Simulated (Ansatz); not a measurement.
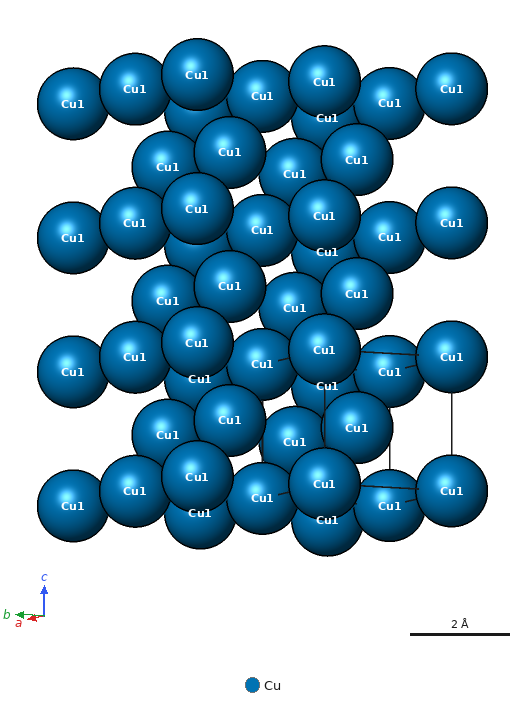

Figure 1. The structure as given in the input (spheres-only view of the cell 2 times as large as that of the calculation, set on its symmetry axes, repeated 2 × 2 × 3, seen at an oblique angle; atoms are numbered from 1 in the order of the input). An atom can appear more than once, as a periodic image.

**Run report: Cu, geometry relaxation**

The run: geometry relaxation of Cu (1 atom in the cell). Method and program: DFT r2SCAN, scalar-relativistic, plane waves, PAW, no spin polarisation (Ansatz 0.2.0).

The structure derives from a Materials Project entry. Figures and captions count atoms from 1; the log counts them from 0 in places.

The input:
```yaml
crystal:
  lattice:
    - [-1.44279332, 1.44279332, 1.37608145]
    - [1.44279332, -1.44279332, 1.37608145]
    - [1.44279332, 1.44279332, -1.37608145]
  atoms:
    - { symbol: Cu, position: [0.0, 0.0, 0.0] }
basis:
  ecutwfc: 500
kpoints:
  mp_grid: { grid: [20, 20, 20] }
hamiltonian:
  xc: r2scan
scf:
  occupations: { method: gaussian, width: 0.1 }
output:
  forces: true
  stress: true
  eigenvalues: true
relax:
  adjacent_minimum: "off"
  f_tol: 0.005
  max_steps: 80
  cell: { stress_tol: 0.05 }
```

Hardware: 1 thread of Intel Xeon @ 2.50GHz (Skylake/Cascade Lake), 189 GiB of memory available, shared host.

Launched with:
```bash
ansatz run input.yaml --threads 1 --pin off --max-ram 2560MiB --backend cpu --events-out ev --progress --plain --runs-dir out
```

The program's output:
```
Engine: ansatz 0.2.0, x86_64-unknown-linux-gnu
Pseudopotentials: kind: paw
Pseudopotential: Cu, paw, valence charge 19, recommended cutoff 500 eV (meta_gga), Cu.paw.azcp
Functional definition: r2SCAN
  parameter k0 = 0.174
  parameter k1 = 0.065
  parameter a1 = 4.9479
  exchange = r2scan_x(k0 = k0, k1 = k1, a1 = a1)
  correlation = r2scan_c
Crystal: 1 atoms, lattice volume = 11.458 Å³
Basis set: ecut = 500 eV, 313 PW (Γ), exchange–correlation on 72×72×72 points (64 copies of the dense FFT grid, shifted against one another)
Bands: 14, of which v1, the nominal top of the filled ones, is band 10 counted from 1 (9 counted from 0)
Symmetry: 16 space group operations
Space group: I4/mmm (ITA 139), of the structure as read, at distance tolerance 2.3e-5 Å
k-points: 641 of 8000
Non-local potential: Cu, projectors of the file, l = 0: 3, l = 1: 2, l = 2: 3, l = 3: 1
PAW form: soft (Blöchl's): semilocal exchange-correlation on the pseudo side does not see the compensation charge
PAW frozen core: Cu, regenerated for the run's functional (the file was generated under x = pbe(κ = 0.804, μ = 0.2195149727645171), c = pbe(β = 0.06672455060314922))
PAW one-centre angular grid: Cu, 590 points (default); XC on 160 Gauss nodes
Initial density: superposition of atomic densities (neutral atoms: chi_scale 0, normalization atom), corrected by the library's trained network
Initial wavefunctions: pseudopotential atomic-orbital guess
Functional: x = r2scan, c = r2scan; τ floored in thin density (d = 2e-4 eV/Å³)
SCF iter   1: F=—  HF=-6631.218920 eV  |F-HF|=—  |Δ(HF+E_count)|=         —  Δρ=3.94e-2  dr2=9.70e-2  dr2_τ=7.33e-4  ethr=1.77e-3  ⟨swp⟩=5.2  Hψ=44804  notcnv=0
preconditioner: auto → none  [metal: Δε(μ)=0.012 eV  Ē_g=18.559 eV  σ=0.100 eV  W_gap=0.07  n_scr=0 (ndim 8)  ℏωp=36.4 eV  f_vac=0.000  D(μ)=0.48/eV (n_scr^D=0)]
SCF iter   2: F=—  HF=-6631.229580 eV  |F-HF|=—  |Δ(HF+E_count)|=   1.07e-2  Δρ=3.85e-2  dr2=9.15e-2  dr2_τ=1.04e-3  ethr=5.11e-4  ⟨swp⟩=2.4  Hψ=20599  notcnv=0  defer=272
SCF iter   3: F=—  HF=-6631.201067 eV  |F-HF|=—  |Δ(HF+E_count)|=   2.85e-2  Δρ=4.11e-3  dr2=1.10e-3  dr2_τ=8.27e-6  ethr=4.81e-4  ⟨swp⟩=2.1  Hψ=15011  notcnv=0  defer=272
SCF iter   4: F=—  HF=-6631.200987 eV  |F-HF|=—  |Δ(HF+E_count)|=   8.02e-5  Δρ=3.85e-4  dr2=1.40e-5  dr2_τ=5.41e-7  ethr=5.79e-6  ⟨swp⟩=1.5  Hψ=11165  notcnv=0  defer=271
SCF iter   5: F=—  HF=-6631.200988 eV  |F-HF|=—  |Δ(HF+E_count)|=   7.40e-7  Δρ=1.63e-4  dr2=1.41e-6  dr2_τ=4.16e-8  ethr=7.34e-8  ⟨swp⟩=2.2  Hψ=11837  notcnv=0  defer=271
SCF iter   6: F=—  HF=-6631.200991 eV  |F-HF|=—  |Δ(HF+E_count)|=   2.84e-6  Δρ=4.15e-5  dr2=1.23e-7  dr2_τ=1.62e-9  ethr=7.43e-9  ⟨swp⟩=2.0  Hψ=12276  notcnv=0  defer=271
SCF iter   7: F=-6631.200991 eV  HF=-6631.200991 eV  |F-HF|=9.19e-10  |Δ(HF+E_count)|=   2.36e-8  Δρ=4.10e-6  dr2=9.06e-10  dr2_τ=2.69e-11  ethr=5.26e-10  ⟨swp⟩=5.9  Hψ=38252  notcnv=0
SCF 1 converged in 7 iterations: F = -6631.200991 eV  dr2 = 9.06e-10
  greatest PAW one-centre occupation: 1.000 electrons in one spin orbital (limit 2), on the Cu atom at site 0 (counted from 0), in its partial waves of l = 0
relax step   1: F+E_penalty+E_count = -6631.20099080 eV  Δ(F+E_penalty+E_count) = +0.000e0 eV  max|allowed force component| = 0.000e0 eV/Å  Δτ_max = 0.0000 Å  P = +0.292 GPa  Ω = 11.458 Å³  (7 SCF iters, dr2 threshold 1.00e-7 eV, accepted)
Crystal: 1 atoms, lattice volume = 11.468 Å³
Initial density: handed on by an earlier stage of this run
Initial wavefunctions: those handed on with the density
iter 1 solved again at ethr=7.30e-8 eV; its pass at ethr=3.10e-3 eV (dr2=1.39e-5 eV) is discarded
SCF iter   1: F=—  HF=-6631.200991 eV  |F-HF|=—  |Δ(HF+E_count)|=         —  Δρ=4.38e-4  dr2=1.36e-5  dr2_τ=1.95e-5  ethr=7.30e-8  ⟨swp⟩=2.3  Hψ=55954  notcnv=0
preconditioner: auto → none  [metal: Δε(μ)=0.008 eV  Ē_g=18.330 eV  σ=0.100 eV  W_gap=0.04  n_scr=0 (ndim 8)  ℏωp=36.4 eV  f_vac=0.000  D(μ)=0.45/eV (n_scr^D=0)]
SCF iter   2: F=—  HF=-6631.201022 eV  |F-HF|=—  |Δ(HF+E_count)|=   3.10e-5  Δρ=6.04e-4  dr2=2.18e-5  dr2_τ=1.55e-7  ethr=7.13e-8  ⟨swp⟩=2.0  Hψ=14182  notcnv=0
SCF iter   3: F=—  HF=-6631.201016 eV  |F-HF|=—  |Δ(HF+E_count)|=   5.52e-6  Δρ=1.83e-4  dr2=1.79e-6  dr2_τ=2.30e-8  ethr=7.13e-8  ⟨swp⟩=2.4  Hψ=11808  notcnv=0
SCF iter   4: F=-6631.201016 eV  HF=-6631.201016 eV  |F-HF|=1.95e-8  |Δ(HF+E_count)|=   4.14e-7  Δρ=1.32e-5  dr2=7.22e-9  dr2_τ=5.02e-10  ethr=5.26e-10  ⟨swp⟩=3.1  Hψ=35718  notcnv=0
SCF 2 converged in 4 iterations: F = -6631.201016 eV  dr2 = 7.22e-9
relax step   2: F+E_penalty+E_count = -6631.20101604 eV  Δ(F+E_penalty+E_count) = -2.524e-5 eV  max|allowed force component| = 0.000e0 eV/Å  Δτ_max = 0.0000 Å  P = +0.150 GPa  Ω = 11.468 Å³  energy of the carried Pulay correction = -6.050e-6 eV  (4 SCF iters, dr2 threshold 1.00e-7 eV, accepted)
Crystal: 1 atoms, lattice volume = 11.486 Å³
iter 1 solved again at ethr=2.33e-7 eV; its pass at ethr=3.10e-3 eV (dr2=4.43e-5 eV) is discarded
SCF iter   1: F=—  HF=-6631.200777 eV  |F-HF|=—  |Δ(HF+E_count)|=         —  Δρ=7.88e-4  dr2=4.33e-5  dr2_τ=2.16e-4  ethr=2.33e-7  ⟨swp⟩=2.0  Hψ=57066  notcnv=0
preconditioner: auto → none  [metal: Δε(μ)=0.003 eV  Ē_g=18.311 eV  σ=0.100 eV  W_gap=0.02  n_scr=0 (ndim 8)  ℏωp=36.3 eV  f_vac=0.000  D(μ)=0.45/eV (n_scr^D=0)]
SCF iter   2: F=—  HF=-6631.201072 eV  |F-HF|=—  |Δ(HF+E_count)|=   2.95e-4  Δρ=1.07e-3  dr2=6.75e-5  dr2_τ=5.18e-7  ethr=2.28e-7  ⟨swp⟩=2.0  Hψ=15089  notcnv=0
SCF iter   3: F=—  HF=-6631.201055 eV  |F-HF|=—  |Δ(HF+E_count)|=   1.67e-5  Δρ=3.25e-4  dr2=5.54e-6  dr2_τ=9.01e-8  ethr=2.28e-7  ⟨swp⟩=2.4  Hψ=11775  notcnv=0
SCF iter   4: F=—  HF=-6631.201055 eV  |F-HF|=—  |Δ(HF+E_count)|=   3.23e-7  Δρ=6.62e-5  dr2=1.99e-7  dr2_τ=7.54e-9  ethr=2.92e-8  ⟨swp⟩=2.0  Hψ=12260  notcnv=0
SCF iter   5: F=-6631.201055 eV  HF=-6631.201055 eV  |F-HF|=3.33e-9  |Δ(HF+E_count)|=   2.76e-7  Δρ=2.57e-5  dr2=3.45e-8  dr2_τ=5.29e-10  ethr=5.26e-10  ⟨swp⟩=5.0  Hψ=44450  notcnv=0
SCF 3 converged in 5 iterations: F = -6631.201055 eV  dr2 = 3.45e-8
relax step   3: F+E_penalty+E_count = -6631.20105531 eV  Δ(F+E_penalty+E_count) = -3.927e-5 eV  max|allowed force component| = 0.000e0 eV/Å  Δτ_max = 0.0000 Å  P = -0.084 GPa  Ω = 11.486 Å³  energy of the carried Pulay correction = -1.678e-5 eV  (5 SCF iters, dr2 threshold 1.00e-7 eV, accepted)
Crystal: 1 atoms, lattice volume = 11.479 Å³
Basis set: ecut = 500 eV, 297 PW (Γ), exchange–correlation on 72×72×72 points (64 copies of the dense FFT grid, shifted against one another)
iter 1 solved again at ethr=4.03e-8 eV; its pass at ethr=3.10e-3 eV (dr2=7.67e-6 eV) is discarded
SCF iter   1: F=—  HF=-6631.201008 eV  |F-HF|=—  |Δ(HF+E_count)|=         —  Δρ=3.33e-4  dr2=7.19e-6  dr2_τ=4.60e-5  ethr=4.03e-8  ⟨swp⟩=2.0  Hψ=57000  notcnv=0
preconditioner: auto → none  [metal: Δε(μ)=0.005 eV  Ē_g=18.312 eV  σ=0.100 eV  W_gap=0.03  n_scr=0 (ndim 8)  ℏωp=36.3 eV  f_vac=0.000  D(μ)=0.44/eV (n_scr^D=0)]
SCF iter   2: F=—  HF=-6631.201070 eV  |F-HF|=—  |Δ(HF+E_count)|=   6.21e-5  Δρ=4.13e-4  dr2=1.03e-5  dr2_τ=8.45e-8  ethr=3.79e-8  ⟨swp⟩=2.0  Hψ=15092  notcnv=0
SCF iter   3: F=—  HF=-6631.201067 eV  |F-HF|=—  |Δ(HF+E_count)|=   2.76e-6  Δρ=6.72e-5  dr2=2.37e-7  dr2_τ=7.56e-9  ethr=3.79e-8  ⟨swp⟩=2.0  Hψ=12090  notcnv=0
SCF iter   4: F=-6631.201067 eV  HF=-6631.201067 eV  |F-HF|=6.13e-8  |Δ(HF+E_count)|=   1.68e-7  Δρ=3.03e-5  dr2=4.75e-8  dr2_τ=2.03e-9  ethr=3.15e-10  ⟨swp⟩=5.0  Hψ=44441  notcnv=0
SCF 4 converged in 4 iterations: F = -6631.201067 eV  dr2 = 4.75e-8
relax step   4: F+E_penalty+E_count = -6631.20106722 eV  Δ(F+E_penalty+E_count) = -1.191e-5 eV  max|allowed force component| = 0.000e0 eV/Å  Δτ_max = 0.0000 Å  P = +0.019 GPa  Ω = 11.479 Å³  energy of the carried Pulay correction = -1.325e-5 eV  (4 SCF iters, dr2 threshold 5.99e-8 eV, accepted)
Initial wavefunctions: pseudopotential atomic-orbital guess (no wavefunctions were taken with the density)
iter 1 solved again at ethr=5.48e-10 eV; its pass at ethr=3.10e-3 eV (dr2=1.04e-7 eV) is discarded
SCF iter   1: F=—  HF=-6631.201073 eV  |F-HF|=—  |Δ(HF+E_count)|=         —  Δρ=1.44e-4  dr2=9.82e-8  dr2_τ=1.71e-8  ethr=5.48e-10  ⟨swp⟩=3.7  Hψ=74514  notcnv=0
preconditioner: auto → none  [metal: Δε(μ)=0.006 eV  Ē_g=18.313 eV  σ=0.100 eV  W_gap=0.03  n_scr=0 (ndim 8)  ℏωp=36.3 eV  f_vac=0.000  D(μ)=0.44/eV (n_scr^D=0)]
SCF iter   2: F=—  HF=-6631.201079 eV  |F-HF|=—  |Δ(HF+E_count)|=   6.66e-6  Δρ=7.20e-5  dr2=2.36e-8  dr2_τ=1.65e-7  ethr=5.17e-10  ⟨swp⟩=2.1  Hψ=11554  notcnv=0
SCF iter   3: F=—  HF=-6631.201082 eV  |F-HF|=—  |Δ(HF+E_count)|=   2.76e-6  Δρ=2.66e-5  dr2=4.21e-8  dr2_τ=5.65e-10  ethr=1.24e-10  ⟨swp⟩=2.2  Hψ=13995  notcnv=0
SCF iter   4: F=—  HF=-6631.201082 eV  |F-HF|=—  |Δ(HF+E_count)|=   5.66e-9  Δρ=2.61e-6  dr2=1.98e-10  dr2_τ=2.23e-11  ethr=1.24e-10  ⟨swp⟩=2.0  Hψ=12316  notcnv=0
SCF iter   5: F=—  HF=-6631.201082 eV  |F-HF|=—  |Δ(HF+E_count)|=  5.52e-10  Δρ=4.90e-7  dr2=1.30e-11  dr2_τ=3.13e-12  ethr=1.04e-12  ⟨swp⟩=2.5  Hψ=14423  notcnv=0
SCF iter   6: F=-6631.201082 eV  HF=-6631.201082 eV  |F-HF|=7.28e-12  |Δ(HF+E_count)|=  2.27e-11  Δρ=1.30e-7  dr2=2.78e-13  dr2_τ=3.94e-13  ethr=1.00e-12  ⟨swp⟩=4.9  Hψ=32831  notcnv=0
SCF 5 converged in 6 iterations: F = -6631.201082 eV  dr2 = 2.78e-13
relax step   5: F+E_penalty+E_count = -6631.20108213 eV  Δ(F+E_penalty+E_count) = -1.491e-5 eV  max|allowed force component| = 0.000e0 eV/Å  Δτ_max = 0.0000 Å  P = +0.021 GPa  Ω = 11.479 Å³  stress off target by 3.09e-2 GPa  SCF on the basis re-selected at this cell (its energy is not comparable with the rows above)  (6 SCF iters)
```

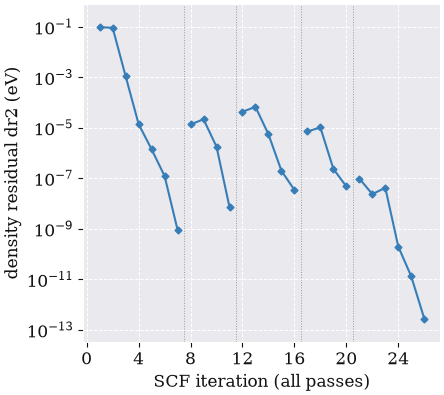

Figure 2. Convergence of the self-consistent field: density residual dr2 against the SCF iteration. The dotted lines part the SCF passes of the relaxation: geometry steps, rejected trials and re-solves on a re-selected basis. The 5 passes take 4 to 7 iterations each, 26 in all.

```
basis re-selected at this cell: Δ(F+E_penalty+E_count) = -1.491e-5 eV, ΔP = +0.002 GPa vs the last step (what re-selecting the basis moved, of the pressure what is left beyond the Pulay correction that the steps carried, after the strain that the cell walked since its last selection, with what the two solves' SCF thresholds leave and, on support functions, any second-order correction that the steps lacked; it is no measure of the basis error at this ecutwfc). This SCF's stress stands 3.09e-2 GPa from its target on what of the cell is left free (relax.cell.stress_tol is 5.00e-2 GPa) and its largest allowed force component is 0.00e0 eV/Å (relax.f_tol is 5.00e-3 eV/Å): within both
SCF converged after 6 iterations
Free energy (F): -6631.201082 eV
Harris-Foulkes:  -6631.201082 eV  (|F-HF|=7.28e-12)
Internal energy: -6631.198858 eV  (E = F + TS)
E sigma→0 (E₀):  -6631.199970 eV
Entropy (-TS):   -0.002224 eV (-2.224 meV/atom)
Fermi energy:    17.178610 eV
--- Per-component energies (eV) ---
  E_band       = -376.124996
  E_kinetic    = 299.973948
  E_local      = -4008.465217  (includes V_loc(G=0)·N_el)
  E_nonlocal   = 395.545944
  E_hartree    = 1771.999676
  E_xc         = -83.886626
  E_vxc        = -124.799421  (∫ρ·V_xc dr)
  E_paw        = -1678.256278  (= ΣΔE_a)
  E_vpaw       = -491.362227  (= ΣTr[D̂ρ^β])
  E_aug_tail   = 0.000157  (compensation charges beyond the density's cutoff)
  E_vtau       = 8.982449  (kinetic-family band-sum trace: ∫τ·v_τ [+ j·A + Jᵃ·Aᵃ] dr)
  E_ewald      = -3327.809353
  E_core_change = -0.301108  (= ΣΔE_core)
  E_smearing   = -0.002224  (= −TS)
  E_closure    = 0.000000  (closes the sum)
  Σ components = -6631.201082   (vs F -6631.201082, Δ=0.00e0)
--- Forces (eV/Å), atoms counted from 1 ---
  atom   1  Cu     0.00000000     0.00000000     0.00000000
  max |Σ_I F_I| component: 0.00e0 eV/Å
--- Stress (GPa, compression-positive) ---
        0.030891       0.000000       0.000000
        0.000000       0.030891      -0.000000
       -0.000000       0.000000       0.001431
  P = ⅓ Tr σ = 0.0211 GPa (0.211 kbar)
--- Band table (eV; the first three rows and the last of 641) ---
  k-point 0: bands = ["-99.3393", "-55.0942", "-55.0897", "-55.0897", "7.2245", "13.7481", "13.9795", "13.9795", "14.8156", "15.0576", "42.8840", "42.8840", "44.4936", "47.0112"]
  k-point 1: bands = ["-99.3389", "-55.0953", "-55.0928", "-55.0896", "7.3233", "13.7502", "13.9628", "14.0171", "14.7960", "15.0551", "41.4948", "42.8611", "44.2316", "45.9332"]
  k-point 2: bands = ["-99.3377", "-55.1019", "-55.0982", "-55.0893", "7.6172", "13.7531", "13.9148", "14.1276", "14.7452", "15.0483", "38.9115", "42.5432", "43.6405", "45.0164"]
  k-point 640: bands = ["-99.3082", "-55.1893", "-55.1893", "-55.1800", "12.1650", "12.2271", "15.5504", "15.5504", "15.6179", "25.1790", "25.1790", "27.4496", "30.7978", "31.5637"]
--- Relaxed structure (4 steps of the walk, 4 accepted, 1 SCFs on fresh bases) ---
  F+E_penalty+E_count = -6631.20108213 eV   max|allowed force component| = 0.000e0 eV/Å   (the final SCF, on the basis selected at the relaxed cell)
  cell:  # Å, volume = 11.4793 Å³
    - [-1.447691107670552, 1.447691107670552, 1.3693140242447281]
    - [1.447691107670552, -1.447691107670552, 1.3693140242447281]
    - [1.447691107670552, 1.447691107670552, -1.3693140242447281]
  atoms:
    - { symbol: Cu, position: [0.0, 0.0, 0.0] }
```

Trajectory as extended XYZ (Å, eV, eV/Å), 5 frames, from step=1 to step=5:
```
1
Lattice="-1.4428 1.4428 1.3761 1.4428 -1.4428 1.3761 1.4428 1.4428 -1.3761" Properties=species:S:1:pos:R:3:forces:R:3 step=1 energy=-6631.20099 pressure_GPa=0.29
Cu    0.0000    0.0000    0.0000    0.0000   0.0000   0.0000
1
Lattice="-1.4438 1.4438 1.3754 1.4438 -1.4438 1.3754 1.4438 1.4438 -1.3754" Properties=species:S:1:pos:R:3:forces:R:3 step=2 energy=-6631.20102 pressure_GPa=0.15
Cu    0.0000    0.0000    0.0000    0.0000   0.0000   0.0000
1
Lattice="-1.4469 1.4469 1.3717 1.4469 -1.4469 1.3717 1.4469 1.4469 -1.3717" Properties=species:S:1:pos:R:3:forces:R:3 step=3 energy=-6631.20106 pressure_GPa=-0.08
Cu    0.0000    0.0000    0.0000    0.0000   0.0000   0.0000
1
Lattice="-1.4477 1.4477 1.3693 1.4477 -1.4477 1.3693 1.4477 1.4477 -1.3693" Properties=species:S:1:pos:R:3:forces:R:3 step=4 energy=-6631.20107 pressure_GPa=0.02
Cu    0.0000    0.0000    0.0000    0.0000   0.0000   0.0000
1
Lattice="-1.4477 1.4477 1.3693 1.4477 -1.4477 1.3693 1.4477 1.4477 -1.3693" Properties=species:S:1:pos:R:3:forces:R:3 step=5 energy=-6631.20108 pressure_GPa=0.02
Cu    0.0000    0.0000    0.0000    0.0000   0.0000   0.0000
```

Summary:

```tsv
quantity	value
outcome	converged
space group (tolerance 0.01 Å)	I4/mmm (139)
electrons treated	19
free energy	−6631.2011 eV
Fermi energy	17.179 eV
gap on the k-point mesh	none (metallic)
pressure	0.02 GPa
final volume	11.48 Å³
largest force (length of the vector) at the end	under 0.001 eV/Å
final cell	a = 2.463 Å, b = 2.463 Å, c = 2.463 Å, α = 108.00°, β = 108.00°, γ = 112.45°
wall time	1.9 min
peak memory	0.48 GiB
```
